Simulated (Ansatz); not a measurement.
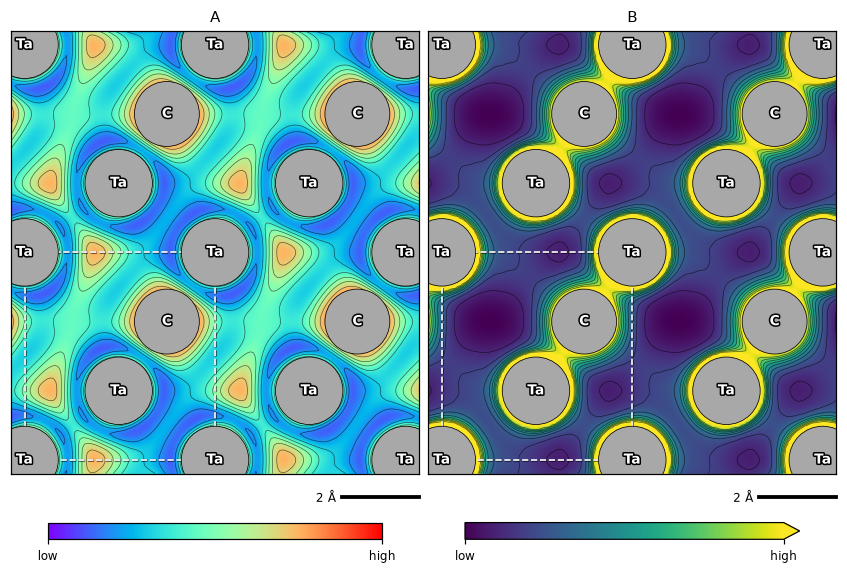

Ta2C: 2 fields on the (110) plane of the conventional cell, with unlabelled colour scales. Grey discs cover the atomic cores.

Space group P-3m1.

These are results of Ansatz, DFT PBEsol, scalar-relativistic, plane waves, PAW, not measurements.

Which field does each panel show? The fields are: electron localisation function and valence pseudo-density.

Answer. Panel A: electron localisation function. Panel B: valence pseudo-density. From the grid: Ta–C (2.18 Å): the density is about 0.64 e/Å³ at the midpoint; the ELF peaks at about 0.75 in the valence shell of C, 0.7 Å from its nucleus, and is about 0.25 at the midpoint. Ta–Ta (3.02 Å): ρ at the midpoint is about 0.27 e/Å³; the ELF is about 0.40 at the midpoint.
